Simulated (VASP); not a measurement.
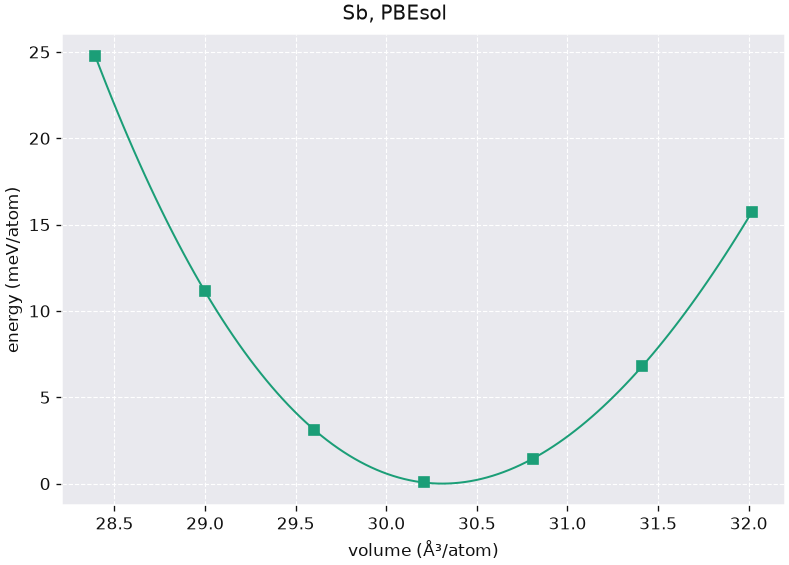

The plot gives the computed energy against volume for Sb, space group R-3m (No. 166).

Structure:
```
Sb
1.0
     2.15420    1.24373    3.75800
    -2.15420    1.24373    3.75800
     0.00000   -2.48746    3.75800
Sb
2
Cartesian
  0.0000 0.0000 8.6416
  0.0000 0.0000 2.6324
```

Computed with VASP 6.6.1: plane-wave DFT, no spin polarisation; energies at scaled volumes of the given cell, shape and fractions fixed, counted from the fit's minimum, third-order Birch-Murnaghan fit. Level: PBEsol.

k mesh 8×8×8; occupations Fermi–Dirac; smearing width 0.05 eV; potentials VASP PAW PBE potentials, recommended; wave cutoff 520 eV.

Q: Give the fitted equation-of-state parameters.

A: A third-order Birch–Murnaghan fit gives V0 = 30.31 Å³/atom, B0 = 58 GPa and B′ = 4.6.

Limits of the calculation: shape and atomic fractions are frozen while scaling, which makes layered, chain and framework solids too stiff.
